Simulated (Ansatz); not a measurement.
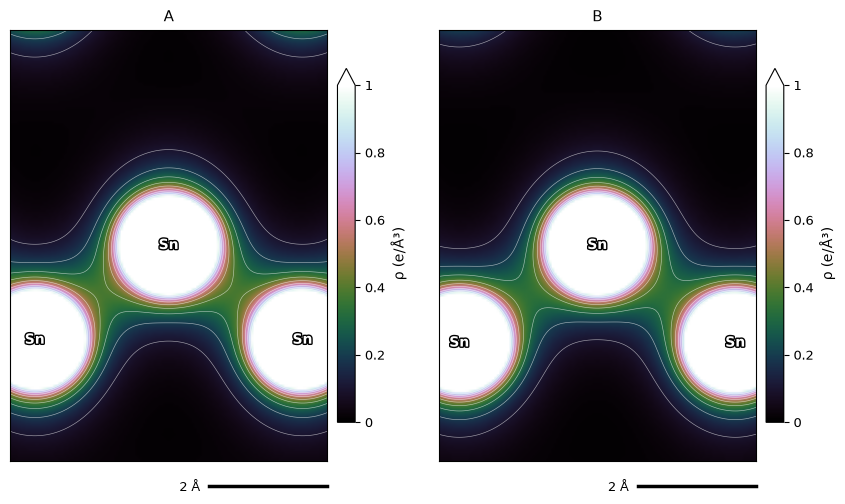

Sn. The valence pseudo-density of two cells that differ in size, on the (010) plane of each (indices in the axes of the calculation cell), at one length scale and on one colour scale: B has 36.0 Å³ an atom and A 32.9.

All numbers below come from DFT PBEsol, scalar-relativistic, plane waves, PAW (Ansatz).

Core electrons are frozen (PAW), and the valence fields are smoothed inside the atomic spheres.

What does the compression do to the bonding and the properties?

Answer. From the larger cell to the smaller, Sn–Sn goes from 2.86 to 2.78 Å, and the density at its midpoint from 0.34 to 0.38 e/Å³; the pressure goes from −1.2 to 2.9 GPa.
